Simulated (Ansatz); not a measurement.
```cif
data_structure
_symmetry_space_group_name_H-M 'P 1'
_symmetry_Int_Tables_number 1
_cell_length_a 4.0227
_cell_length_b 4.0227
_cell_length_c 18.8685
_cell_angle_alpha 90.000
_cell_angle_beta 90.000
_cell_angle_gamma 120.000
_cell_volume 264.42
loop_
_atom_site_label
_atom_site_type_symbol
_atom_site_fract_x
_atom_site_fract_y
_atom_site_fract_z
_atom_site_occupancy
Ge1 Ge 0.33333 0.66667 0.27476 1
Ge2 Ge 0.66667 0.33333 0.23849 1
Ge3 Ge 0.66667 0.22222 0.54156 1
Ge4 Ge 0.33333 0.55556 0.50530 1
```

A point of a scan over the structure, not its minimum; PAW files of the earlier set (soft_1).

The calculation used DFT PBE+D3(BJ), scalar-relativistic, plane waves, PAW in Ansatz 0.2.0.

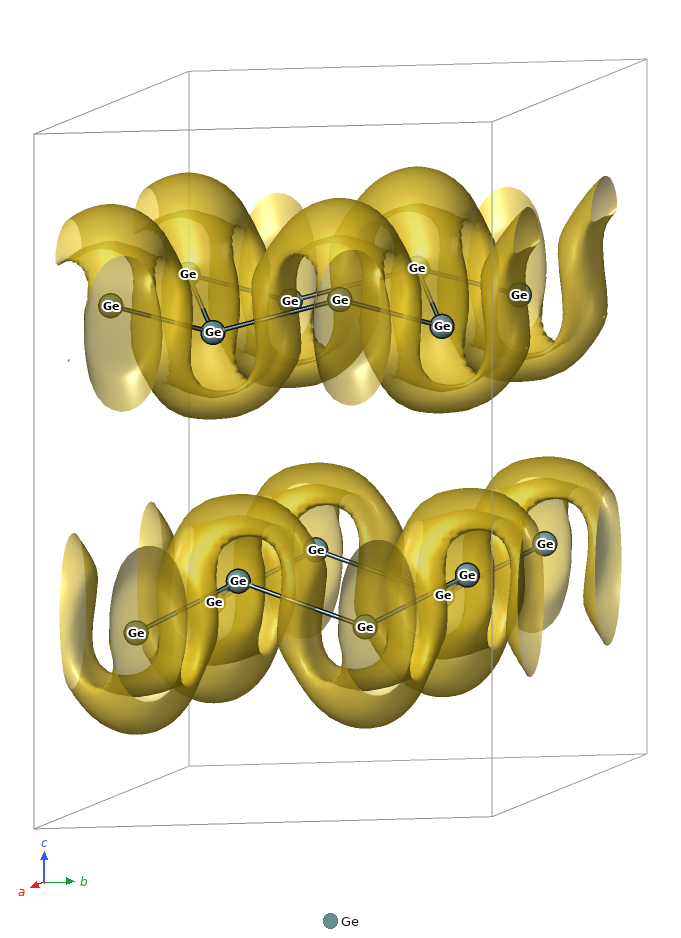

Ge (slab). Isosurface of the electron localisation function at 0.6 (yellow), seen slightly off an axis. Only the valence region is drawn (cores and ρ < 0.01 e/Å³ removed). Sticks mark near contacts.

Core electrons are frozen (PAW), and the valence fields are smoothed inside the atomic spheres.

What do the ELF domains correspond to?

At this value the surface marks out sheets that run through the cell in two directions, counted in one cell of 4 atoms. Counts are for one cell; the picture repeats the cell along the surface. There are no localised bonds or lone pairs at this value. Along the contacts the grid gives the following. Ge–Ge (2.42 Å): the ELF peaks at about 0.75 between the atoms.
